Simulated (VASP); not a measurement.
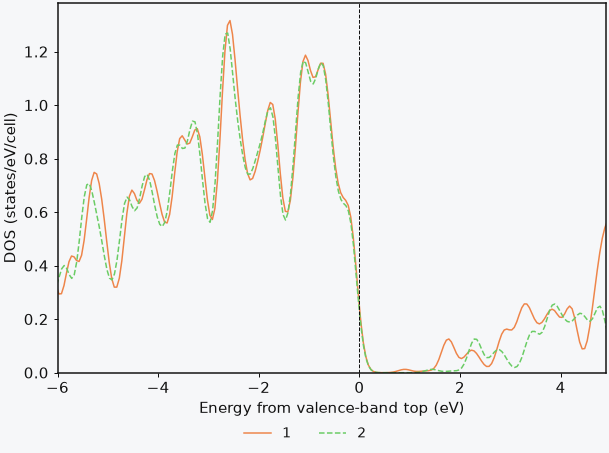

Total densities of states of GaN, space group I4/mmm (No. 139), 2 atoms in the cell, rocksalt type, biaxial (xy) strain −3.5%, by two methods on the same cell. The curves are built from the levels of the k mesh with Gaussians 0.3 eV wide, which also blur the band edges. Each is counted from its own valence-band top.

Which curve is which? The methods: PBE (VASP), r2SCAN (VASP).

1 is PBE (VASP); 2 is r2SCAN (VASP). PBE (VASP) gives a gap of 0.90 eV and r2SCAN (VASP) gives a gap of 1.44 eV.

Settings. PBE (VASP): DFT, PBE, plane waves, PAW, 10×10×10 k mesh, 520 eV cutoff, Fermi-Dirac smearing of 0.02 eV (VASP). r2SCAN (VASP): DFT, r2SCAN, plane waves, PAW, 10×10×10 k mesh, 520 eV cutoff, Gaussian smearing of 0.01 eV (VASP 6.6.1).
